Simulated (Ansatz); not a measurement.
```cif
data_structure
_symmetry_space_group_name_H-M 'P 1'
_symmetry_Int_Tables_number 1
_cell_length_a 4.0626
_cell_length_b 4.0626
_cell_length_c 28.7129
_cell_angle_alpha 90.000
_cell_angle_beta 90.000
_cell_angle_gamma 90.000
_cell_volume 473.90
loop_
_atom_site_label
_atom_site_type_symbol
_atom_site_fract_x
_atom_site_fract_y
_atom_site_fract_z
_atom_site_occupancy
As1 As 0.00072 0.50000 0.26110 1
Ga1 Ga 0.50072 0.50000 0.31008 1
As2 As 0.50069 0.00000 0.36250 1
Ga2 Ga 0.00069 0.00000 0.41084 1
As3 As 0.00073 0.50000 0.46316 1
Ga3 Ga 0.50075 0.50000 0.51239 1
```

Not relaxed (largest force 0.3 eV/Å).

Theory: DFT PBE, scalar-relativistic, plane waves, PAW (Ansatz 0.2.0).

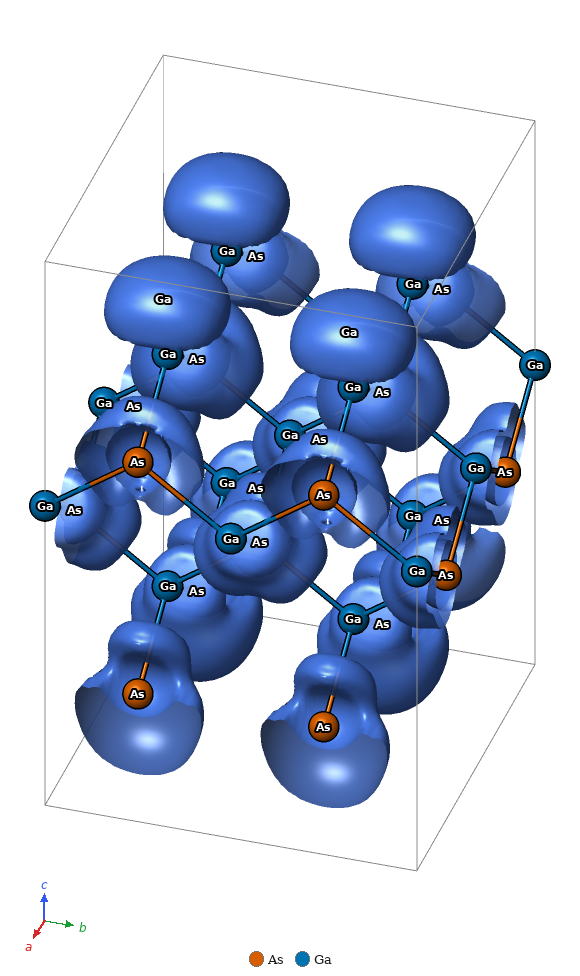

GaAs (slab). Isosurface of the ELF at 0.6 (blue), seen at an oblique angle. Core shells and regions of very low density are left out. Sticks mark near contacts.

**What do the ELF domains correspond to?**

At this value the surface marks out three regions on As in which the atom's valence shell and bonds are merged and one lobe on Ga, pointing away from the bonds (lone pairs), counted in one cell of 6 atoms. Counts are for one cell; the picture repeats the cell along the surface.

Values along the shortest contacts:
Ga–As (2.46 Å): the ELF peaks at about 0.75 between the atoms. Ga–As (2.53 Å): the ELF peaks at about 0.75 between the atoms.

**Does the calculation give a band gap?**

It is gapless in this calculation (a metal or semimetal).
